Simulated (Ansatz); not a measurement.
ZnS

```
Zn S
1.0
     3.46545    0.00000    0.00000
     0.00000    3.46545    0.00000
     0.00000    0.00000   12.95618
Zn S
4 4
Cartesian
  1.7327 1.7327 4.2485
  0.0000 0.0000 10.7266
  0.0000 0.0000 2.2296
  1.7327 1.7327 8.7077
  1.7327 1.7327 1.8317
  0.0000 0.0000 8.3098
  0.0000 0.0000 4.6463
  1.7327 1.7327 11.1244
```

Space group I4/mmm; a structure from a database of computed crystals, not necessarily the ambient phase; started from the HgF-139 prototype, which need not be the ambient phase.

The calculation used Ansatz 0.2.0, DFT, r2SCAN+rVV10, plane waves, PAW.

The density is the valence pseudo-density of a PAW calculation; it isn't the true density close to the nuclei.

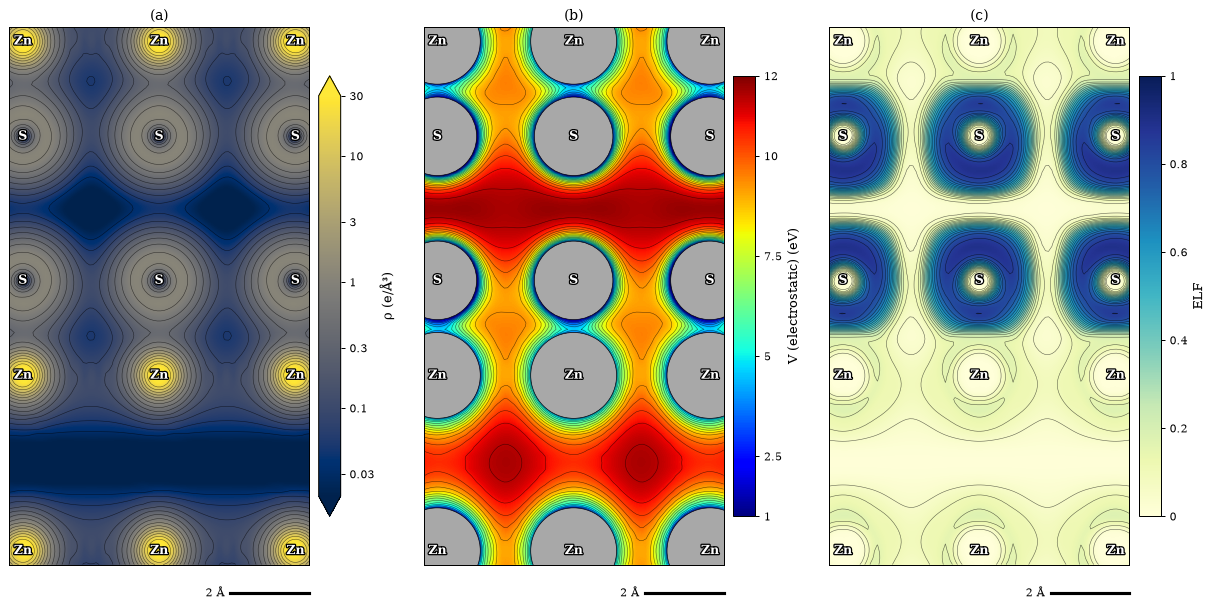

Figure 1. (a) valence pseudo-density; (b) electrostatic potential energy of an electron; (c) ELF on the (100) plane of the conventional cell. Grey discs cover the atomic cores in the potential map.

Interpret the plot.

The plane passes through Zn and S nuclei.
Zn–S (2.42 Å): the density is about 0.45 e/Å³ at the midpoint; the ELF peaks at about 0.85 in the valence shell of S, 0.8 Å from its nucleus, and is about 0.55 at the midpoint.
Between the atoms the lowest density in this plane is 0.009 e/Å³.
Outside the cores the potential energy rises away from the atoms and is highest about 2.0 Å from the nearest atoms; its zero is arbitrary.

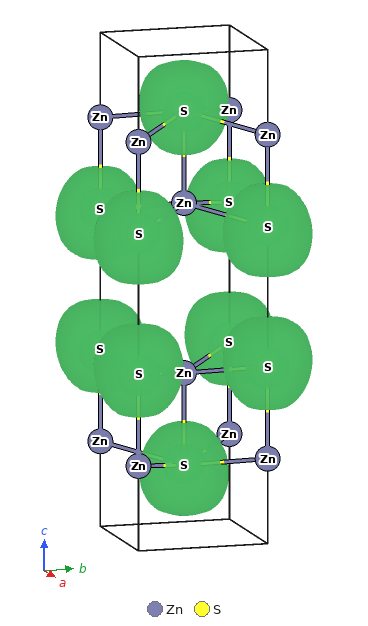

Figure 2. Isosurface of the electron localisation function at 0.7 (green), seen slightly off an axis. Core shells and regions of very low density are left out. Sticks mark near contacts.

Where are the electrons localised?

The ELF exceeds this value in four regions wrapped around S (the valence shell of each), counted in one cell of 8 atoms. Any copies at cell faces, edges or corners count once. Along the contacts the grid gives the following. Zn–S (2.48 Å): the ELF peaks at about 0.85 in the valence shell of S, 0.8 Å from its nucleus, and is about 0.50 at the midpoint.

Does the calculation make it a metal, or give it a gap?

It is gapped, with a Kohn–Sham gap of 0.44 eV on the k-point mesh (the band edges may lie off the mesh, which would make the gap smaller).
